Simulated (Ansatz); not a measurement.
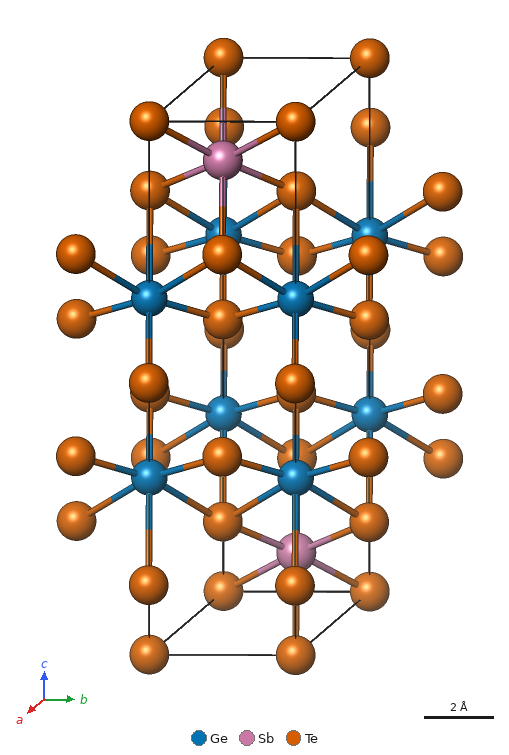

The crystal in a ball-and-stick representation, seen from a general direction. The conventional unit cell is drawn as a box. Some neighbours outside the box are added. Cell: a = 4.265 Å, b = 4.265 Å, c = 17.999 Å, α = 90.00°, β = 90.00°, γ = 120.00°.

What structure is drawn here?

It has the composition Ge2Sb2Te5. The atoms follow space group P-3m1 (No. 164); the Bravais lattice is primitive hexagonal. In the cell are 2 Ge, 2 Sb, 5 Te, which makes 1 formula unit. Coordination numbers (contacts within bonding distance): Ge 6, Sb 6 and Te 3 to 6 (mean 4.8).

The cell started as a structure listed in the Materials Project. Earlier steps of the study, as a rule a relaxation of our own, may have changed the cell and positions, so they can lie some per cent off the listed ones. It went into a calculation with Ansatz.
